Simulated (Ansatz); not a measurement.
InSe

Input

```
crystal:
  lattice:
    - [4.0181119053, 0.0, 0.0]
    - [-2.0090559527, 3.4797869852, 0.0]
    - [0.0, 0.0, 16.9256135378]
  atoms:
    - { symbol: In, position: [0.3333333333, 0.6666666667, 0.1677023332] }
    - { symbol: In, position: [0.6666666667, 0.3333333333, 0.6677023332] }
    - { symbol: In, position: [0.3333333333, 0.6666666667, 0.3322976668] }
    - { symbol: In, position: [0.6666666667, 0.3333333333, 0.8322976668] }
    - { symbol: Se, position: [0.3333333333, 0.6666666667, 0.5927860119] }
    - { symbol: Se, position: [0.6666666667, 0.3333333333, 0.0927860119] }
    - { symbol: Se, position: [0.3333333333, 0.6666666667, 0.9072139881] }
    - { symbol: Se, position: [0.6666666667, 0.3333333333, 0.4072139881] }
kpoints:
  mp_grid: { grid: [12, 12, 2] }
  band_path:
    path:
      - [0.0, 0.0, 0.0]
      - [0.5, 0.0, 0.0]
      - [0.3333333333, 0.3333333333, 0.0]
      - [0.0, 0.0, 0.5]
      - [0.5, 0.0, 0.5]
      - [0.3333333333, 0.3333333333, 0.5]
    npoints: 1
hamiltonian:
  xc: lda
scf:
  occupations: { method: fixed }
  n_extra_bands: 6
output:
  forces: true
  stress: true
  eigenvalues: true
  write_density: true
  write_potential: true
  elf: true
  volumetric_format: npy
```

Command:

```sh
ansatz run input.yaml --threads 4 --pin off --max-ram 7372MiB --backend cpu --events-out ev --progress --plain --runs-dir out
```

Below, planes, directions and counts refer to the conventional cell (a = 4.02 Å, b = 4.02 Å, c = 16.93 Å, α = 90.00°, β = 90.00°, γ = 120.00°).

Space group P6₃/mmc; started from the measured structure prototype, which need not be the ambient phase.

Theory: Ansatz, DFT, LDA, plane waves, PAW.

In a PAW calculation such maps are meaningful between the atoms, not at the nuclei.

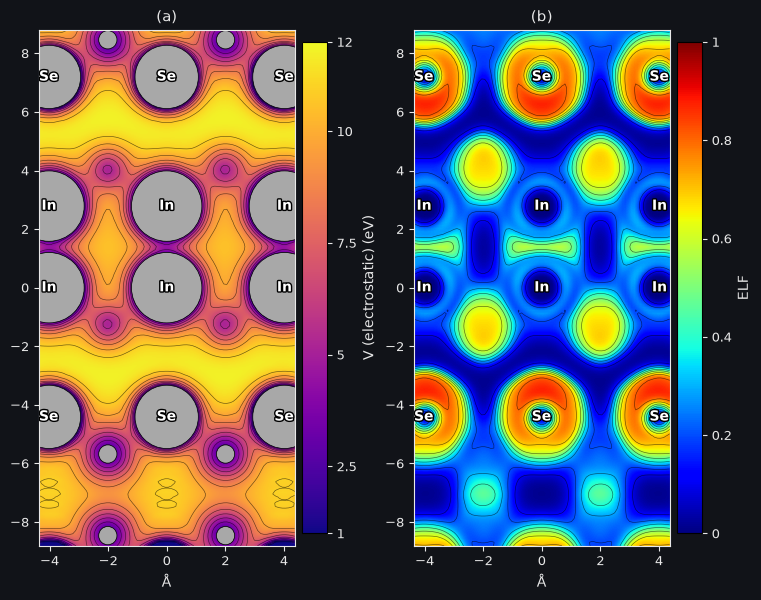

Figure 1. (a) electrostatic potential (local pseudopotential plus Hartree) felt by an electron; (b) electron localisation function on the (100) plane of the conventional cell. Grey discs cover the atomic cores in the potential map.

**What does the map show?**

The plane passes through In and Se nuclei.
In–In (2.79 Å): the ELF reaches about 0.55 near the midpoint.
The ELF also peaks beside Se, away from the bonds: lone-pair regions.
Outside the cores the potential energy rises away from the atoms and is highest about 2.1 Å from the nearest atoms; its zero is arbitrary.

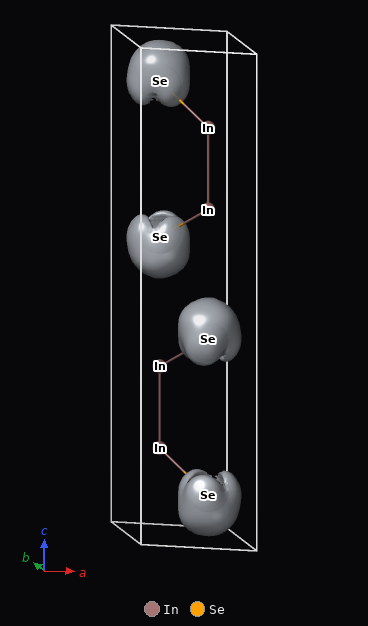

Figure 2. Isosurface of the electron localisation function at 0.75 (grey), seen slightly off an axis. Only the valence region is drawn (cores and ρ < 0.01 e/Å³ removed). Sticks mark near contacts.

**Where are the electrons localised?**

At this value the surface marks out four regions wrapped around Se (the valence shell of each), counted in one cell of 8 atoms. Any copies at cell faces, edges or corners count once. Along the contacts the grid gives the following. In–Se (2.64 Å): the ELF is about 0.50 at the midpoint.
